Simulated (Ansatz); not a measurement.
**Geometry relaxation of WSe₂ (part 3 of 3)**

Continued. System: WSe₂ (P-3m1, 12 atoms in the cell). Method: DFT PBE, scalar-relativistic, plane waves, PAW, no spin polarisation (Ansatz 0.2.0); cutoff 420 eV, 12×12×1 k-mesh, Gaussian smearing of 0.02 eV. The structure derives from a Materials Project entry.

Geometry of the input (Å; fractional positions):
```
3.3178  0.0000  0.0000
-1.6589  2.8733  0.0000
0.0000  0.0000  36.4183
W  0.6667  0.3333  0.9061
W  0.6667  0.3333  0.2805
W  0.3333  0.6667  0.7195
W  0.3333  0.6667  0.0939
Se 0.3333  0.6667  0.9518
Se 0.3333  0.6667  0.3261
Se 0.6667  0.3333  0.7652
Se 0.6667  0.3333  0.1396
Se 0.3333  0.6667  0.8604
Se 0.3333  0.6667  0.2348
Se 0.6667  0.3333  0.6739
Se 0.6667  0.3333  0.0482
```

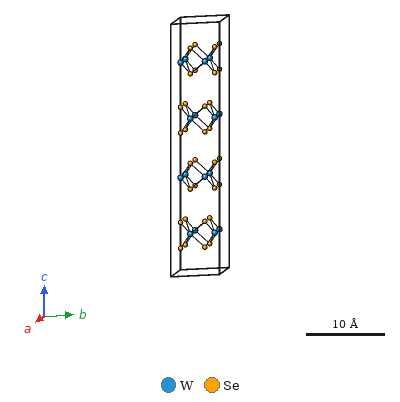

Fig. 1: The geometry at step 6 of the log (ball-and-stick view of the 2 × 2 repeat of the cell, with the vacuum cut short, seen slightly off an axis).

### Output, continued
```
  k-point 18: bands = ["-67.4264", "-67.4264", "-67.4261", "-67.4261", "-40.9573", "-40.9573", "-40.9567", "-40.9567", "-40.9563", "-40.9563", "-40.9562", "-40.9562", "-40.9560", "-40.9560", "-40.9558", "-40.9558", "-40.9554", "-40.9554", "-40.9552", "-40.9552", "-40.9283", "-40.9283", "-40.9276", "-40.9276", "-40.9275", "-40.9275", "-40.9269", "-40.9269", "-40.9266", "-40.9266", "-40.9265", "-40.9265", "-40.9257", "-40.9257", "-40.9255", "-40.9255", "-40.9115", "-40.9115", "-40.9107", "-40.9107", "-40.9092", "-40.9092", "-40.9082", "-40.9082", "-31.7494", "-31.7494", "-31.7492", "-31.7492", "-31.7256", "-31.7256", "-31.7253", "-31.7253", "-31.6498", "-31.6498", "-31.6495", "-31.6495", "-5.9373", "-5.9373", "-5.9367", "-5.9367", "-5.8096", "-5.8096", "-5.8089", "-5.8089", "1.2659", "1.2718", "1.2792", "1.2849", "1.3731", "1.3731", "1.3739", "1.3739", "2.2509", "2.2601", "2.2714", "2.2800", "2.8354", "2.8354", "2.8407", "2.8407", "3.3110", "3.3110", "3.3172", "3.3172", "4.2330", "4.2330", "4.2365", "4.2365", "6.5476", "6.5586", "6.5723", "6.5829", "8.1151", "8.1151", "8.1153", "8.1153", "9.2622", "9.3369", "9.4329", "9.5109", "9.9952", "9.9952", "10.0057", "10.0057", "11.3584", "11.3584", "11.3926", "11.3926", "12.3412", "12.3412", "12.3892"]
--- Relaxed structure (9 steps of the walk, 9 accepted, 1 SCFs on fresh bases) ---
  F+E_penalty+E_count = -85298.65419109 eV   max|allowed force component| = 3.193e-4 eV/Å   (the final SCF, on the basis selected at the relaxed cell)
  cell:  # Å, volume = 370.2381 Å³
    - [3.3206779320554043, -3.879102636129341e-33, 3.15177089185509e-33]
    - [-1.6603389660277021, 2.8757914469463564, 1.99977705916444e-32]
    - [4.4242137386084017e-32, 3.31317058921351e-31, 38.77010428012312]
  atoms:
    - { symbol: W, position: [0.6666666666666666, 0.3333333333333333, 0.9017078280624027] }
    - { symbol: W, position: [0.6666666666666666, 0.3333333333333333, 0.29463545627505766] }
    - { symbol: W, position: [0.3333333333333333, 0.6666666666666666, 0.7053645437249422] }
    - { symbol: W, position: [0.3333333333333333, 0.6666666666666666, 0.09829217193759689] }
    - { symbol: Se, position: [0.3333333333333333, 0.6666666666666666, 0.9449957681435559] }
    - { symbol: Se, position: [0.3333333333333333, 0.6666666666666666, 0.33791850818624025] }
    - { symbol: Se, position: [0.6666666666666666, 0.3333333333333333, 0.7486531807736483] }
    - { symbol: Se, position: [0.6666666666666666, 0.3333333333333333, 0.14158017292787078] }
    - { symbol: Se, position: [0.3333333333333333, 0.6666666666666666, 0.858419827072129] }
    - { symbol: Se, position: [0.3333333333333333, 0.6666666666666666, 0.25134681922635155] }
    - { symbol: Se, position: [0.6666666666666666, 0.3333333333333333, 0.6620814918137595] }
    - { symbol: Se, position: [0.6666666666666666, 0.3333333333333333, 0.05500423185644362] }
```

### Trajectory as extended XYZ (Å, eV, eV/Å), 10 frames, from step=1 to step=10
```
12
Lattice="3.3178 0.0000 0.0000 -1.6589 2.8733 0.0000 0.0000 0.0000 36.4183" Properties=species:S:1:pos:R:3:forces:R:3 step=1 energy=-85298.59715 pressure_GPa=1.26
W     1.6589    0.9578   32.9990    0.0000   0.0000   0.0102
W     1.6589    0.9578   10.2142    0.0000   0.0000   0.0041
W     0.0000    1.9156   26.2041    0.0000   0.0000  -0.0041
W     0.0000    1.9156    3.4193    0.0000   0.0000  -0.0102
Se    0.0000    1.9156   34.6625    0.0000   0.0000   0.2445
Se    0.0000    1.9156   11.8763    0.0000   0.0000   0.2936
Se    1.6589    0.9578   27.8675    0.0000   0.0000   0.2430
Se    1.6589    0.9578    5.0822    0.0000   0.0000   0.2474
Se    0.0000    1.9156   31.3361    0.0000   0.0000  -0.2474
Se    0.0000    1.9156    8.5509    0.0000   0.0000  -0.2430
Se    1.6589    0.9578   24.5420    0.0000   0.0000  -0.2936
Se    1.6589    0.9578    1.7558    0.0000   0.0000  -0.2445
12
Lattice="3.3191 0.0000 0.0000 -1.6596 2.8744 0.0000 0.0000 0.0000 37.2046" Properties=species:S:1:pos:R:3:forces:R:3 step=2 energy=-85298.61455 pressure_GPa=-0.95
W     1.6596    0.9581   33.7364    0.0000   0.0000  -0.0141
W     1.6596    0.9581   10.6206    0.0000   0.0000   0.0197
W     0.0000    1.9163   26.5840    0.0000   0.0000  -0.0197
W     0.0000    1.9163    3.4682    0.0000   0.0000   0.0141
Se    0.0000    1.9163   35.4324    0.0000   0.0000  -0.3079
Se    0.0000    1.9163   12.3197    0.0000   0.0000  -0.3365
Se    1.6596    0.9581   28.2825    0.0000   0.0000  -0.3340
Se    1.6596    0.9581    5.1647    0.0000   0.0000  -0.3002
Se    0.0000    1.9163   32.0399    0.0000   0.0000   0.3002
Se    0.0000    1.9163    8.9221    0.0000   0.0000   0.3340
Se    1.6596    0.9581   24.8849    0.0000   0.0000   0.3365
Se    1.6596    0.9581    1.7722    0.0000   0.0000   0.3079
12
Lattice="3.3309 0.0000 0.0000 -1.6655 2.8846 0.0000 0.0000 0.0000 37.4479" Properties=species:S:1:pos:R:3:forces:R:3 step=3 energy=-85298.64140 pressure_GPa=-0.30
W     1.6655    0.9615   33.9162    0.0000   0.0000  -0.0048
W     1.6655    0.9615   10.7354    0.0000   0.0000   0.0068
W     0.0000    1.9231   26.7124    0.0000   0.0000  -0.0068
W     0.0000    1.9231    3.5317    0.0000   0.0000   0.0048
Se    0.0000    1.9231   35.5910    0.0000   0.0000  -0.0172
Se    0.0000    1.9231   12.4112    0.0000   0.0000  -0.0244
Se    1.6655    0.9615   28.3883    0.0000   0.0000  -0.0295
Se    1.6655    0.9615    5.2066    0.0000   0.0000  -0.0126
Se    0.0000    1.9231   32.2413    0.0000   0.0000   0.0126
Se    0.0000    1.9231    9.0595    0.0000   0.0000   0.0295
Se    1.6655    0.9615   25.0367    0.0000   0.0000   0.0244
Se    1.6655    0.9615    1.8569    0.0000   0.0000   0.0172
12
Lattice="3.3198 0.0000 0.0000 -1.6599 2.8750 0.0000 0.0000 0.0000 37.7152" Properties=species:S:1:pos:R:3:forces:R:3 step=4 energy=-85298.64741 pressure_GPa=0.18
W     1.6599    0.9583   34.1202    0.0000   0.0000  -0.0011
W     1.6599    0.9583   10.8642    0.0000   0.0000   0.0025
W     0.0000    1.9167   26.8511    0.0000   0.0000  -0.0025
W     0.0000    1.9167    3.5951    0.0000   0.0000   0.0011
Se    0.0000    1.9167   35.7968    0.0000   0.0000   0.0268
Se    0.0000    1.9167   12.5407    0.0000   0.0000   0.0319
Se    1.6599    0.9583   28.5280    0.0000   0.0000   0.0253
Se    1.6599    0.9583    5.2716    0.0000   0.0000   0.0297
Se    0.0000    1.9167   32.4436    0.0000   0.0000  -0.0297
Se    0.0000    1.9167    9.1873    0.0000   0.0000  -0.0253
Se    1.6599    0.9583   25.1746    0.0000   0.0000  -0.0319
Se    1.6599    0.9583    1.9185    0.0000   0.0000  -0.0268
12
Lattice="3.3196 0.0000 0.0000 -1.6598 2.8748 0.0000 0.0000 0.0000 37.9794" Properties=species:S:1:pos:R:3:forces:R:3 step=5 energy=-85298.64958 pressure_GPa=0.13
W     1.6598    0.9583   34.3261    0.0000   0.0000  -0.0001
W     1.6598    0.9583   10.9989    0.0000   0.0000   0.0012
W     0.0000    1.9166   26.9804    0.0000   0.0000  -0.0012
W     0.0000    1.9166    3.6533    0.0000   0.0000   0.0001
Se    0.0000    1.9166   36.0036    0.0000   0.0000   0.0158
Se    0.0000    1.9166   12.6761    0.0000   0.0000   0.0219
Se    1.6598    0.9583   28.6580    0.0000   0.0000   0.0168
Se    1.6598    0.9583    5.3308    0.0000   0.0000   0.0171
Se    0.0000    1.9166   32.6486    0.0000   0.0000  -0.0171
Se    0.0000    1.9166    9.3214    0.0000   0.0000  -0.0168
Se    1.6598    0.9583   25.3033    0.0000   0.0000  -0.0219
Se    1.6598    0.9583    1.9758    0.0000   0.0000  -0.0158
12
Lattice="3.3207 0.0000 0.0000 -1.6603 2.8758 0.0000 0.0000 0.0000 38.4257" Properties=species:S:1:pos:R:3:forces:R:3 step=6 energy=-85298.65121 pressure_GPa=0.03
W     1.6603    0.9586   34.6817    0.0000   0.0000   0.0000
W     1.6603    0.9586   11.2337    0.0000   0.0000   0.0004
W     0.0000    1.9172   27.1920    0.0000   0.0000  -0.0004
W     0.0000    1.9172    3.7440    0.0000   0.0000   0.0000
Se    0.0000    1.9172   36.3597    0.0000   0.0000   0.0047
Se    0.0000    1.9172   12.9114    0.0000   0.0000   0.0073
Se    1.6603    0.9586   28.8699    0.0000   0.0000   0.0053
Se    1.6603    0.9586    5.4219    0.0000   0.0000   0.0048
Se    0.0000    1.9172   33.0038    0.0000   0.0000  -0.0048
Se    0.0000    1.9172    9.5558    0.0000   0.0000  -0.0053
Se    1.6603    0.9586   25.5143    0.0000   0.0000  -0.0073
Se    1.6603    0.9586    2.0661    0.0000   0.0000  -0.0047
12
Lattice="3.3207 0.0000 0.0000 -1.6604 2.8758 0.0000 0.0000 0.0000 38.6494" Properties=species:S:1:pos:R:3:forces:R:3 step=7 energy=-85298.65132 pressure_GPa=0.01
W     1.6604    0.9586   34.8615    0.0000   0.0000   0.0000
W     1.6604    0.9586   11.3542    0.0000   0.0000   0.0003
W     0.0000    1.9172   27.2952    0.0000   0.0000  -0.0003
W     0.0000    1.9172    3.7879    0.0000   0.0000   0.0000
Se    0.0000    1.9172   36.5396    0.0000   0.0000   0.0023
Se    0.0000    1.9172   13.0321    0.0000   0.0000   0.0027
Se    1.6604    0.9586   28.9734    0.0000   0.0000   0.0021
Se    1.6604    0.9586    5.4660    0.0000   0.0000   0.0021
Se    0.0000    1.9172   33.1834    0.0000   0.0000  -0.0021
Se    0.0000    1.9172    9.6760    0.0000   0.0000  -0.0021
Se    1.6604    0.9586   25.6173    0.0000   0.0000  -0.0027
Se    1.6604    0.9586    2.1098    0.0000   0.0000  -0.0023
12
Lattice="3.3207 0.0000 0.0000 -1.6603 2.8758 0.0000 0.0000 0.0000 38.7521" Properties=species:S:1:pos:R:3:forces:R:3 step=8 energy=-85298.65126 pressure_GPa=0.00
W     1.6603    0.9586   34.9445    0.0000   0.0000   0.0000
W     1.6603    0.9586   11.4114    0.0000   0.0000   0.0002
W     0.0000    1.9172   27.3408    0.0000   0.0000  -0.0002
W     0.0000    1.9172    3.8077    0.0000   0.0000   0.0000
Se    0.0000    1.9172   36.6227    0.0000   0.0000   0.0004
Se    0.0000    1.9172   13.0894    0.0000   0.0000   0.0004
Se    1.6603    0.9586   29.0191    0.0000   0.0000   0.0002
Se    1.6603    0.9586    5.4859    0.0000   0.0000   0.0002
Se    0.0000    1.9172   33.2662    0.0000   0.0000  -0.0002
Se    0.0000    1.9172    9.7331    0.0000   0.0000  -0.0002
Se    1.6603    0.9586   25.6627    0.0000   0.0000  -0.0004
Se    1.6603    0.9586    2.1294    0.0000   0.0000  -0.0004
12
Lattice="3.3207 0.0000 0.0000 -1.6603 2.8758 0.0000 0.0000 0.0000 38.7701" Properties=species:S:1:pos:R:3:forces:R:3 step=9 energy=-85298.65124 pressure_GPa=-0.00
W     1.6603    0.9586   34.9593    0.0000   0.0000   0.0000
W     1.6603    0.9586   11.4230    0.0000   0.0000   0.0001
W     0.0000    1.9172   27.3471    0.0000   0.0000  -0.0001
W     0.0000    1.9172    3.8108    0.0000   0.0000   0.0000
Se    0.0000    1.9172   36.6376    0.0000   0.0000   0.0000
Se    0.0000    1.9172   13.1011    0.0000   0.0000   0.0001
Se    1.6603    0.9586   29.0254    0.0000   0.0000  -0.0001
Se    1.6603    0.9586    5.4891    0.0000   0.0000  -0.0001
Se    0.0000    1.9172   33.2810    0.0000   0.0000   0.0001
Se    0.0000    1.9172    9.7447    0.0000   0.0000   0.0001
Se    1.6603    0.9586   25.6690    0.0000   0.0000  -0.0001
Se    1.6603    0.9586    2.1325    0.0000   0.0000   0.0000
12
Lattice="3.3207 0.0000 0.0000 -1.6603 2.8758 0.0000 0.0000 0.0000 38.7701" Properties=species:S:1:pos:R:3:forces:R:3 step=10 energy=-85298.65419 pressure_GPa=-0.00
W     1.6603    0.9586   34.9593    0.0000   0.0000   0.0000
W     1.6603    0.9586   11.4230    0.0000   0.0000   0.0001
W     0.0000    1.9172   27.3471    0.0000   0.0000  -0.0001
W     0.0000    1.9172    3.8108    0.0000   0.0000   0.0000
Se    0.0000    1.9172   36.6376    0.0000   0.0000  -0.0002
Se    0.0000    1.9172   13.1011    0.0000   0.0000  -0.0002
Se    1.6603    0.9586   29.0254    0.0000   0.0000  -0.0003
Se    1.6603    0.9586    5.4891    0.0000   0.0000  -0.0003
Se    0.0000    1.9172   33.2810    0.0000   0.0000   0.0003
Se    0.0000    1.9172    9.7447    0.0000   0.0000   0.0003
Se    1.6603    0.9586   25.6690    0.0000   0.0000   0.0002
Se    1.6603    0.9586    2.1325    0.0000   0.0000   0.0002
```

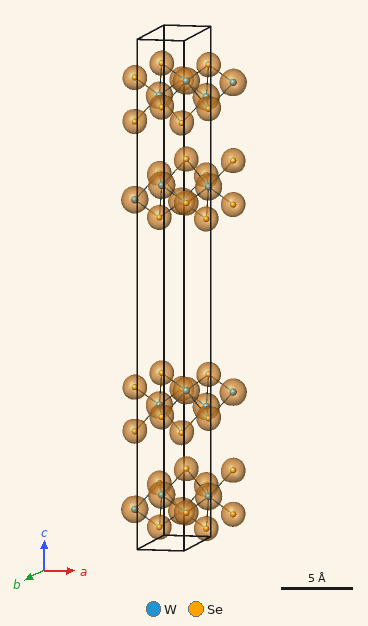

Fig. 2: Isosurface of the valence electron density at 0.8 e/Å³ (orange), seen at an oblique angle. Sticks mark near contacts. The outline is the cell set on symmetry axes. At this value the density breaks into separate islands; it holds about 70 % of the electrons treated as valence (semicore included). It is pinched off along the W–Se (2.55 Å) contacts. On the grid the lowest density along these lines, outside the cores, is 0.54 e/Å³ (W–Se, 2.55 Å). Core electrons are frozen (PAW), so the fields are smoothed inside the atomic spheres.

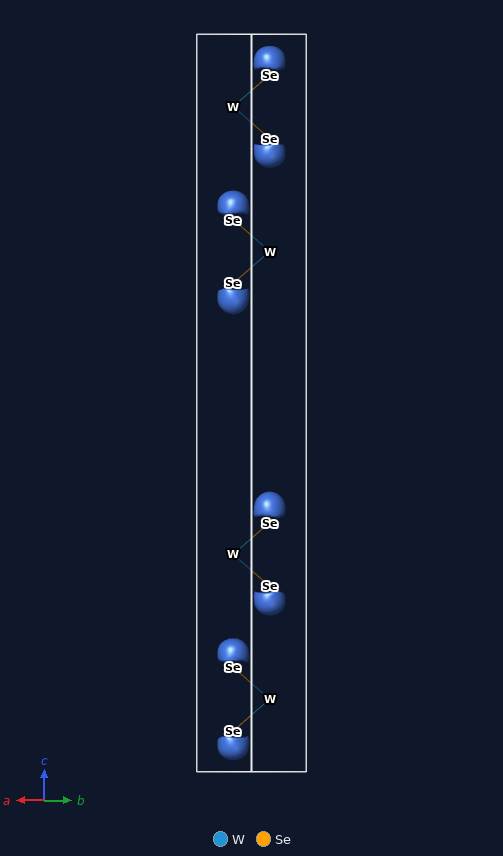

Fig. 3: Isosurface of the ELF at 0.8 (blue), seen along [110]. Only the valence region is drawn (cores and ρ < 0.01 e/Å³ removed). Sticks mark near contacts. The outline is the cell set on symmetry axes. Profiles from the grid: W–Se (2.55 Å): the ELF is about 0.55 at the midpoint.
